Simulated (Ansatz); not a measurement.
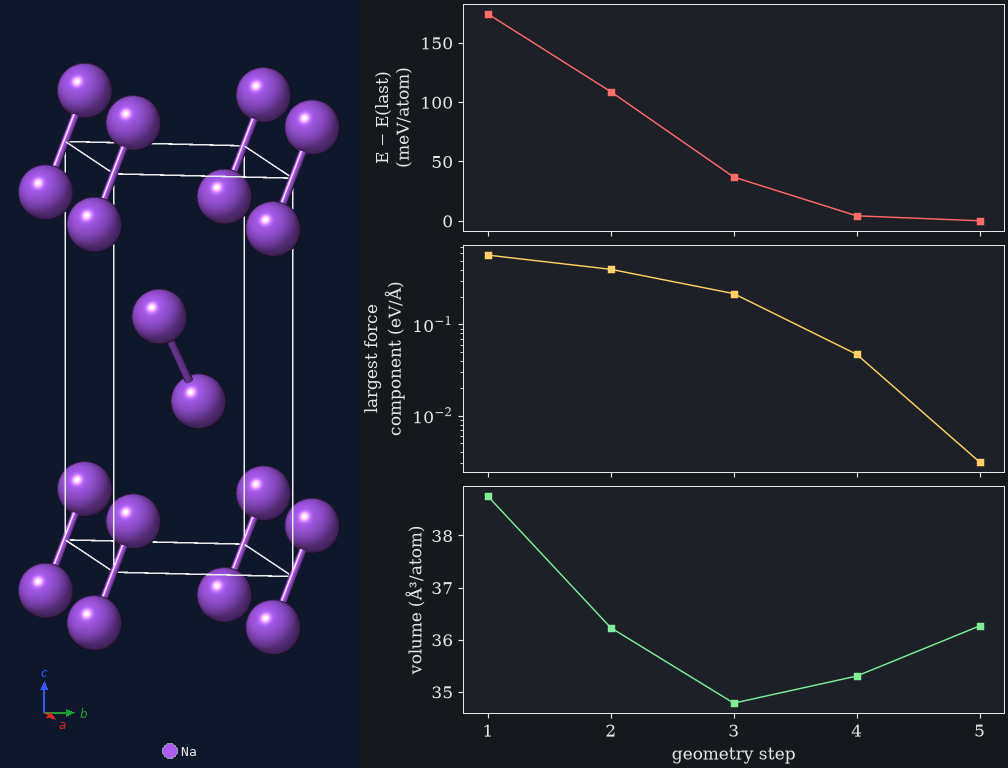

Beside the plot: the structure at the start.

History of a geometry optimisation. Atoms and cell relax. A closing SCF on a freshly chosen basis isn't drawn.

Na (Cmce, 4 atoms in the cell); DFT PBEsol, scalar-relativistic, plane waves, PAW in Ansatz 0.2.0; cutoff 420 eV, 4×4×2 k-mesh, Gaussian smearing of 0.1 eV.

> How did the optimisation end?

The optimisation met its thresholds at geometry 5, counting the start as the first. The energy fell by about 170 meV/atom from the first step to the last. The largest force component goes from about 0.58 eV/Å at the start to 3 × 10⁻³ eV/Å at the end.

> What happens to the cell?

The volume shrinks from 38.8 to 36.3 Å³ per atom (−6 %), overshooting to 34.8 at step 3. The start was expanded.
